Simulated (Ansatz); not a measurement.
# Run report: Zn₂Ga₂O₅, geometry relaxation (part 3 of 4)

Zn₂Ga₂O₅ (interface cell, 36 atoms in the cell); DFT PBE, scalar-relativistic, plane waves, PAW, no spin polarisation (Ansatz 0.2.0); cutoff 420 eV, 9×5×1 k-mesh, Gaussian smearing of 0.05 eV. The structure derives from a Materials Project entry. It belongs to a series of runs on one base structure; here: film shifted by (0.5, 0.5) in the plane.

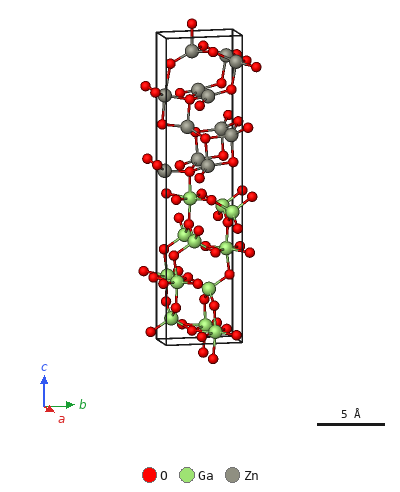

*The geometry at step 28 of the log (ball-and-stick view of the cell of the calculation, seen slightly off an axis; bonded neighbours outside the cell are drawn too).*

### Output, continued
```
  k-point 0: bands = ["-11.7477", "-11.4642", "-11.2064", "-10.9289", "-10.8554", "-10.8261", "-10.7521", "-10.6739", "-10.4833", "-10.4054", "-10.2811", "-10.2400", "-10.2146", "-10.1899", "-10.0843", "-10.0523", "-10.0148", "-9.9512", "-9.8512", "-9.4265", "-6.2526", "-6.2439", "-6.2009", "-6.1659", "-6.1577", "-6.1435", "-6.1282", "-6.0886", "-6.0876", "-6.0755", "-6.0543", "-6.0528", "-6.0018", "-6.0016", "-5.9786", "-5.9656", "-5.9462", "-5.9462", "-5.9353", "-5.8971",
      "-5.8833", "-5.8649", "-5.8611", "-5.8581", "-5.8351", "-5.8103", "-5.7985", "-5.7952", "-5.7911", "-5.7756", "-5.7498", "-5.7419", "-5.7204", "-5.7145", "-5.6830", "-5.6459", "-5.6326", "-5.5662", "-5.3146", "-5.0554", "-0.0976", "-0.0048", "0.6736", "0.6867", "0.8421", "0.9121", "1.0094", "1.0631", "1.2707", "1.2718", "1.4119", "1.4661", "1.5156", "1.5494", "1.6813", "1.7234", "1.8238", "1.8891", "1.9311", "1.9805",
      "2.0352", "2.0397", "2.0599", "2.0916", "2.1220", "2.2019", "2.2445", "2.2589", "2.3677", "2.4116", "2.4460", "2.5137", "2.5734", "2.6020", "2.6413", "2.6498", "2.6621", "2.7184", "2.7677", "2.8073", "2.8149", "2.8237", "2.8473", "2.8697", "2.8725", "2.9543", "3.1170", "3.1254", "3.2423", "3.3396", "3.3768", "3.4764", "3.7116", "3.7918", "3.8718", "4.0271", "4.1288", "4.1535", "4.3065", "4.4920",
      "4.6090", "4.6411", "4.6805", "4.8198", "4.8352", "4.9308", "4.9631", "5.0966", "5.1408", "5.3524", "5.3737", "5.3970", "5.4440", "5.4995", "5.5079", "5.6867", "5.7644", "5.8334", "5.8421", "5.9267", "6.0686", "6.0885", "6.1176", "6.1243", "6.1466", "6.1843", "6.2615", "6.3274", "6.3661", "6.4899", "6.5750", "6.6100", "6.6486", "6.7289", "6.7431", "6.9085", "6.9638", "7.1265", "7.3429", "7.6852",
      "8.2539", "9.2064", "9.2996", "10.5962", "10.7206", "11.8055", "11.8654", "12.2627", "12.4962", "12.6915", "12.7800", "12.9416", "13.0077", "13.0767", "13.4254", "13.8175", "14.1933", "14.2818", "14.6484", "14.7434", "14.8638", "15.0264", "15.3220", "15.5360", "15.5719", "15.6523", "15.9060", "16.1050", "16.3806", "16.4744", "16.9544", "17.3334", "17.3599", "17.5924", "17.6954", "17.9295"]
  k-point 1: bands = ["-11.6909", "-11.4094", "-11.1804", "-10.9507", "-10.8518", "-10.8233", "-10.7888", "-10.6723", "-10.4864", "-10.4114", "-10.3167", "-10.2897", "-10.2443", "-10.1547", "-10.0833", "-10.0748", "-10.0194", "-9.9486", "-9.8686", "-9.4388", "-6.2451", "-6.2448", "-6.2034", "-6.1634", "-6.1550", "-6.1451", "-6.1299", "-6.1219", "-6.0850", "-6.0802", "-6.0716", "-6.0422", "-6.0346", "-5.9937", "-5.9910", "-5.9805", "-5.9716", "-5.9356", "-5.9339", "-5.9092",
      "-5.8862", "-5.8837", "-5.8672", "-5.8536", "-5.8448", "-5.8203", "-5.8140", "-5.7947", "-5.7921", "-5.7858", "-5.7705", "-5.7412", "-5.7323", "-5.7202", "-5.6757", "-5.6563", "-5.5497", "-5.4399", "-5.3052", "-5.0611", "0.0844", "0.2661", "0.6657", "0.8329", "0.9039", "0.9936", "1.0464", "1.0982", "1.2403", "1.3031", "1.3892", "1.4814", "1.5084", "1.5494", "1.6956", "1.7224", "1.8178", "1.8282", "1.9194", "1.9723",
      "1.9951", "2.0203", "2.0296", "2.0348", "2.0976", "2.1453", "2.1913", "2.2219", "2.3202", "2.3875", "2.4310", "2.4329", "2.5079", "2.5763", "2.6056", "2.6399", "2.6581", "2.7380", "2.7744", "2.7978", "2.8128", "2.8233", "2.8678", "2.8702", "2.9725", "3.0430", "3.1274", "3.1743", "3.2339", "3.3859", "3.4993", "3.6294", "3.6844", "3.7892", "3.9050", "3.9533", "4.1222", "4.2002", "4.2766", "4.3544",
      "4.5494", "4.6268", "4.6751", "4.7074", "4.7600", "4.8466", "4.8542", "5.0527", "5.1032", "5.1956", "5.2882", "5.3758", "5.4568", "5.5924", "5.6056", "5.6450", "5.6776", "5.7941", "5.8793", "5.9238", "5.9944", "6.0940", "6.1232", "6.1389", "6.1611", "6.2033", "6.2884", "6.3418", "6.4121", "6.4564", "6.4799", "6.5262", "6.5825", "6.6302", "6.7006", "6.8002", "6.8463", "7.0076", "7.2513", "7.5759",
      "8.8809", "9.5877", "9.7294", "10.7955", "10.9498", "11.8475", "11.9682", "12.1924", "12.3489", "12.5665", "12.6634", "12.7036", "12.8675", "13.0608", "13.1787", "13.6177", "13.8236", "14.1984", "14.3654", "14.7974", "15.0240", "15.1225", "15.3538", "15.5091", "15.7285", "15.8862", "16.0110", "16.2034", "16.5251", "16.7849", "16.8929", "17.3906", "17.5365", "17.6948", "17.8908", "17.9920"]
  k-point 2: bands = ["-11.5608", "-11.2765", "-11.1843", "-11.0637", "-10.8986", "-10.8010", "-10.7435", "-10.6719", "-10.5154", "-10.4284", "-10.3832", "-10.3319", "-10.2752", "-10.1411", "-10.1139", "-10.0719", "-10.0272", "-9.9384", "-9.9058", "-9.4606", "-6.2470", "-6.2272", "-6.2069", "-6.1897", "-6.1549", "-6.1474", "-6.1468", "-6.1326", "-6.1126", "-6.0906", "-6.0744", "-6.0660", "-6.0305", "-6.0164", "-5.9967", "-5.9831", "-5.9706", "-5.9404", "-5.9357", "-5.9148",
      "-5.9016", "-5.8866", "-5.8760", "-5.8592", "-5.8517", "-5.8386", "-5.8204", "-5.8058", "-5.7943", "-5.7899", "-5.7819", "-5.7402", "-5.7384", "-5.7200", "-5.6788", "-5.6648", "-5.4453", "-5.3263", "-5.2545", "-5.0901", "0.6041", "0.6490", "0.8410", "0.9305", "0.9941", "1.0665", "1.1652", "1.2302", "1.3153", "1.3574", "1.4075", "1.4689", "1.5298", "1.5656", "1.6083", "1.6864", "1.6973", "1.8160", "1.8208", "1.8929",
      "1.9072", "1.9507", "1.9525", "2.0209", "2.0472", "2.1003", "2.1055", "2.1315", "2.2032", "2.3061", "2.3939", "2.4166", "2.4216", "2.4880", "2.5982", "2.6558", "2.6643", "2.7420", "2.7859", "2.7861", "2.8098", "2.8242", "2.8627", "2.9260", "2.9581", "3.0017", "3.1025", "3.1297", "3.3370", "3.4639", "3.5210", "3.6822", "3.7523", "3.9185", "3.9860", "4.0385", "4.1470", "4.1632", "4.2394", "4.3130",
      "4.3823", "4.4783", "4.5306", "4.6504", "4.7487", "4.8083", "4.8450", "4.9172", "4.9558", "5.1772", "5.2025", "5.2722", "5.2752", "5.5005", "5.5210", "5.6152", "5.7425", "5.8333", "5.9475", "5.9509", "6.0254", "6.0607", "6.1002", "6.1211", "6.1856", "6.2229", "6.2251", "6.2928", "6.3853", "6.4244", "6.5034", "6.5363", "6.6133", "6.6429", "6.6850", "6.6901", "6.7325", "6.7852", "7.0122", "7.3222",
      "9.9548", "10.4186", "10.6515", "11.0967", "11.2281", "11.5026", "11.6230", "11.7556", "11.8987", "12.1607", "12.5704", "12.6673", "12.8573", "13.1393", "13.2575", "13.4944", "13.5862", "13.8167", "14.0276", "14.3963", "14.5736", "15.1480", "15.6704", "15.9341", "16.2103", "16.2716", "16.3547", "16.5085", "16.6454", "16.8594", "17.1024", "17.4076", "17.5842", "17.7782", "17.9892", "18.1647"]
  k-point 14: bands = ["-10.8156", "-10.7219", "-10.6889", "-10.5724", "-10.5287", "-10.4588", "-10.3989", "-10.3145", "-10.2860", "-10.2450", "-10.2370", "-10.2226", "-10.1183", "-10.0898", "-10.0406", "-10.0080", "-9.7988", "-9.7670", "-9.6778", "-9.2322", "-6.1223", "-6.0996", "-6.0789", "-6.0738", "-6.0479", "-6.0384", "-6.0229", "-6.0118", "-5.9989", "-5.9896", "-5.9813", "-5.9725", "-5.9626", "-5.9566", "-5.9442", "-5.9323", "-5.9082", "-5.8989", "-5.8806", "-5.8770",
      "-5.8637", "-5.8393", "-5.8354", "-5.8098", "-5.7978", "-5.7838", "-5.7721", "-5.7637", "-5.7548", "-5.7475", "-5.7098", "-5.6916", "-5.4901", "-5.4529", "-5.3795", "-5.3631", "-5.2988", "-5.2248", "-5.1609", "-5.1391", "0.5839", "0.6095", "0.7634", "0.8095", "0.8722", "0.9092", "0.9839", "1.0991", "1.1854", "1.2066", "1.2690", "1.2997", "1.3543", "1.4527", "1.5331", "1.5907", "1.6864", "1.7312", "1.7681", "1.7995",
      "1.8583", "1.9002", "1.9237", "1.9594", "2.0617", "2.0730", "2.1054", "2.1639", "2.2215", "2.2401", "2.2751", "2.2875", "2.3555", "2.4288", "2.4880", "2.5167", "2.5531", "2.5692", "2.6040", "2.6707", "2.7084", "2.7766", "2.7990", "2.8154", "2.8721", "2.8958", "2.9437", "2.9578", "2.9732", "3.0081", "3.0752", "3.1202", "3.1907", "3.2886", "3.3990", "3.4539", "3.4714", "3.5654", "3.6563", "3.6799",
      "3.8036", "3.8464", "3.8872", "3.9382", "4.0145", "4.0753", "4.2145", "4.2723", "4.4691", "4.4994", "4.5638", "4.6552", "4.6944", "4.7419", "4.9617", "5.1684", "5.2347", "5.2837", "5.3491", "5.4749", "5.4933", "5.5290", "5.5792", "5.6102", "5.6341", "5.6895", "5.7430", "5.7759", "5.8441", "5.9006", "5.9200", "5.9872", "6.0504", "6.0930", "6.1407", "6.1898", "6.2170", "6.2671", "6.3364", "6.8776",
      "12.2617", "12.3174", "12.4949", "12.7480", "12.8664", "13.0177", "13.2037", "13.3109", "13.4452", "13.5396", "13.6952", "13.9765", "14.0245", "14.1685", "14.2545", "14.4139", "14.5280", "14.5882", "14.7892", "15.0297", "15.0706", "15.2166", "15.3013", "15.3738", "15.4485", "15.5183", "15.7898", "15.9444", "16.0910", "16.1558", "16.3035", "16.3627", "16.6322", "16.8884", "17.2075", "17.3716"]
--- Relaxed structure (26 steps of the walk, 24 accepted, 2 SCFs on fresh bases) ---
  F+E_penalty+E_count = -68173.12511554 eV   max|allowed force component| = 7.591e-3 eV/Å   (the final SCF, on the basis selected at the relaxed cell)
  cell:  # Å, volume = 423.0631 Å³
    - [3.0832930631, -7.346351883257934e-127, -3.971595366721906e-128]
    - [-1.4004184925934902e-126, 5.8776120342, 9.618753666897783e-80]
    - [-2.8770376567374776e-127, 3.655217660968948e-79, 23.344759965105347]
  atoms:
    - { symbol: O, position: [0.5, 0.8587982726276447, 0.035038931098279054] }
    - { symbol: O, position: [0.5, 0.40176952255987863, 0.03411157342164415] }
    - { symbol: Ga, position: [-5.1253327236687384e-144, 0.6450510815015182, 0.03817879979588258] }
    - { symbol: Ga, position: [0.5, 1.1296494022070596, 0.07687369896209864] }
    - { symbol: O, position: [-1.66573313519234e-143, 1.1253966843495218, 0.12130729987160381] }
    - { symbol: O, position: [-2.5626663618343692e-144, 0.6300029358319081, 0.12341596500229818] }
    - { symbol: Ga, position: [-0.5, 0.6244981109214025, 0.16795524632001244] }
    - { symbol: Ga, position: [-7.687999085503108e-144, 1.1425412728850912, 0.20523588969328668] }
    - { symbol: O, position: [-0.5, 1.3495365406552715, 0.2078756126034694] }
    - { symbol: O, position: [-0.5, 0.89608253541392, 0.21219272868148795] }
    - { symbol: O, position: [5.1253327236687384e-144, 1.0986827474545164, 0.2917706770487269] }
    - { symbol: O, position: [1.0250665447337477e-143, 0.6457486688180449, 0.2969014215100636] }
    - { symbol: Ga, position: [-0.5, 0.8533621160803033, 0.2983310529397938] }
    - { symbol: Ga, position: [-9.225598902603729e-143, 1.3695754995702194, 0.3358388247741237] }
    - { symbol: O, position: [-0.5, 1.3599917294946344, 0.3808866509092431] }
    - { symbol: O, position: [-0.5, 0.8738691747999916, 0.38243093312066956] }
    - { symbol: Ga, position: [-1.0, 0.8689179458813814, 0.4265854452909294] }
    - { symbol: Ga, position: [-0.5, 1.3771979035198136, 0.465343451850872] }
    - { symbol: O, position: [-1.0, 1.593809767381977, 0.46772814843188504] }
    - { symbol: O, position: [-1.0, 1.1293803404663398, 0.47339552893340986] }
    - { symbol: O, position: [-0.5, 1.3721436044097477, 0.5520064411672895] }
    - { symbol: O, position: [-1.0, 1.8803780331833235, 0.5888858338475037] }
    - { symbol: Zn, position: [-1.0, 1.5445397692353258, 0.5798357501913343] }
    - { symbol: Zn, position: [-0.5, 2.04294775346586, 0.5580830720010327] }
    - { symbol: O, position: [-1.0, 1.5128966117080775, 0.6694798797665819] }
    - { symbol: O, position: [-0.5, 2.0103496198309867, 0.7099138732079917] }
    - { symbol: Zn, position: [-0.5, 1.3420401441344134, 0.6983782039576028] }
    - { symbol: Zn, position: [-1.0, 1.8541731382075435, 0.6770109210324862] }
    - { symbol: O, position: [-0.5, 1.3738448307558457, 0.7876250595038052] }
    - { symbol: O, position: [-1.0, 1.8555630773719802, 0.8254873397871035] }
    - { symbol: Zn, position: [-1.0, 1.5488431276296801, 0.8066001652239073] }
    - { symbol: Zn, position: [-0.5, 2.0428510390204195, 0.8037443685167742] }
    - { symbol: O, position: [-1.0, 1.6149210102524794, 0.9500520234523852] }
    - { symbol: O, position: [-0.5, 2.1187214800860295, 0.9065379041587037] }
    - { symbol: Zn, position: [-0.5, 1.4012085000494379, 0.9446322052141505] }
    - { symbol: Zn, position: [-1.0, 1.9181013283384127, 0.9154817303115671] }
--- Löwdin populations: 36 sites ---
  site symbol       q [e]
     0      O      6.6745
     1      O      6.7511
     2     Ga     12.0538
     3     Ga     11.9905
     4      O      6.6503
     5      O      6.6484
     6     Ga     11.9594
     7     Ga     11.9851
     8      O      6.6528
     9      O      6.6281
    10      O      6.6280
    11      O      6.6517
    12     Ga     11.9846
    13     Ga     11.9585
    14      O      6.6469
    15      O      6.6489
    16     Ga     12.0153
    17     Ga     12.0642
    18      O      6.6922
    19      O      6.7308
    20      O      7.0717
    21      O      7.2266
    22     Zn     10.5537
    23     Zn     10.5542
    24      O      7.2423
    25      O      7.2380
    26     Zn     10.5881
    27     Zn     10.5859
    28      O      7.2464
    29      O      7.2447
    30     Zn     10.5980
    31     Zn     10.5725
    32      O      7.0680
    33      O      7.2222
    34     Zn     10.5606
    35     Zn     10.5576
  spilling = 0.005795 (of n_electrons = 320.000000)
```

### File populations.tsv
```
# site	symbol	l	j	q
# orbitals = lowdin
# n_electrons = 320.000000
# spilling = 0.005795
0	O	0_2S	-	1.676038
0	O	1_2P	-	4.998465
1	O	0_2S	-	1.710772
1	O	1_2P	-	5.040355
2	Ga	0_4S	-	0.766570
2	Ga	1_4P	-	1.294044
2	Ga	2_3D	-	9.993167
3	Ga	0_4S	-	0.760548
3	Ga	1_4P	-	1.247148
3	Ga	2_3D	-	9.982777
4	O	0_2S	-	1.641818
4	O	1_2P	-	5.008524
5	O	0_2S	-	1.645689
5	O	1_2P	-	5.002726
6	Ga	0_4S	-	0.755603
6	Ga	1_4P	-	1.220806
6	Ga	2_3D	-	9.983011
7	Ga	0_4S	-	0.740628
7	Ga	1_4P	-	1.252304
7	Ga	2_3D	-	9.992177
8	O	0_2S	-	1.663280
8	O	1_2P	-	4.989521
9	O	0_2S	-	1.678539
9	O	1_2P	-	4.949596
10	O	0_2S	-	1.677870
10	O	1_2P	-	4.950174
11	O	0_2S	-	1.662134
11	O	1_2P	-	4.989549
12	Ga	0_4S	-	0.739807
12	Ga	1_4P	-	1.252640
12	Ga	2_3D	-	9.992168
13	Ga	0_4S	-	0.755564
13	Ga	1_4P	-	1.219895
13	Ga	2_3D	-	9.983045
14	O	0_2S	-	1.645658
14	O	1_2P	-	5.001230
15	O	0_2S	-	1.642073
15	O	1_2P	-	5.006815
16	Ga	0_4S	-	0.764418
16	Ga	1_4P	-	1.268069
16	Ga	2_3D	-	9.982796
17	Ga	0_4S	-	0.764859
17	Ga	1_4P	-	1.306372
17	Ga	2_3D	-	9.992960
18	O	0_2S	-	1.683010
18	O	1_2P	-	5.009231
19	O	0_2S	-	1.720809
19	O	1_2P	-	5.009947
20	O	0_2S	-	1.804099
20	O	1_2P	-	5.267605
21	O	0_2S	-	1.871722
21	O	1_2P	-	5.354854
22	Zn	0_4S	-	0.580098
22	Zn	2_3D	-	9.973606
23	Zn	0_4S	-	0.587694
23	Zn	2_3D	-	9.966474
24	O	0_2S	-	1.877494
24	O	1_2P	-	5.364765
25	O	0_2S	-	1.877820
25	O	1_2P	-	5.360157
26	Zn	0_4S	-	0.618045
26	Zn	2_3D	-	9.970030
27	Zn	0_4S	-	0.613608
27	Zn	2_3D	-	9.972294
28	O	0_2S	-	1.870851
28	O	1_2P	-	5.375520
29	O	0_2S	-	1.868927
29	O	1_2P	-	5.375744
30	Zn	0_4S	-	0.647288
30	Zn	2_3D	-	9.950724
31	Zn	0_4S	-	0.599401
31	Zn	2_3D	-	9.973138
32	O	0_2S	-	1.814711
32	O	1_2P	-	5.253321
33	O	0_2S	-	1.872263
33	O	1_2P	-	5.349968
34	Zn	0_4S	-	0.598999
34	Zn	2_3D	-	9.961571
35	Zn	0_4S	-	0.591110
35	Zn	2_3D	-	9.966506
```
